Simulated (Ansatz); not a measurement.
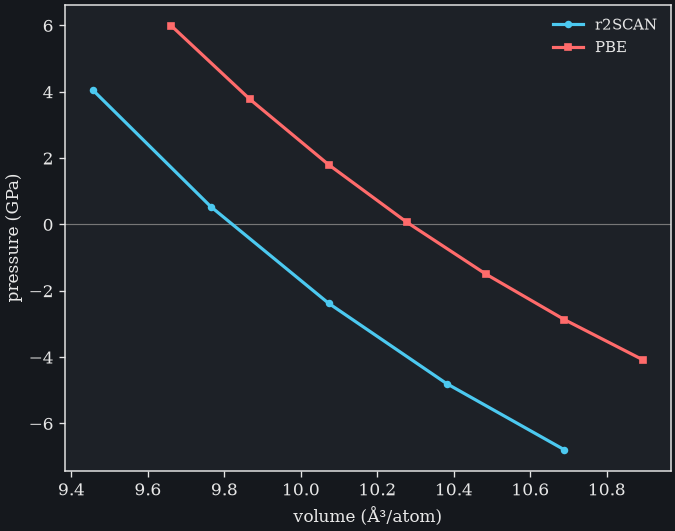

The picture above shows the pressure against volume, with one curve for each functional, for O₂F (space group Fm-3m).

Calculation (Ansatz 0.2.0 development build): equation of state of a cubic crystal from periodic Kohn-Sham density functional theory without spin, third-order Birch-Murnaghan fit to the free energies; pressure corrected for the finite basis.

- structure type: fluorite
- atoms in cell: 3
- space group number: 225
- lattice centring: face-centred primitive
- occupation method: Fermi–Dirac
- datasets: soft-1 PAW
- density tolerance: 1e−07 eV
- bands: 14
- density cutoff ratio: 4
- search for lower states: default

Settings that differ: r2SCAN: wave cutoff 500 eV, k mesh 12×12×12, occupation width 0.1 eV; PBE: wave cutoff 420 eV, k mesh 38×38×38, occupation width 0.0612 eV.

Order the curves by fitted equilibrium volume, smallest first.

r2SCAN 9.82, PBE 10.29 Å³/atom.

Order the curves by fitted bulk modulus, smallest first.

PBE 81.9, r2SCAN 99.8 GPa.

For r2SCAN: what does the pressure do across the range?

It falls from 4.1 GPa at volume 9.46 Å³/atom to −6.8 GPa at 10.69 Å³/atom, and changes sign near 9.82 Å³/atom.

For PBE: what does the pressure do across the range?

It falls from 6.0 GPa at volume 9.66 Å³/atom to −4.1 GPa at 10.89 Å³/atom, and changes sign near 10.29 Å³/atom.

Keep in mind: cubic model structure, not the ambient form; no spin polarisation, a magnetic state may lie lower.
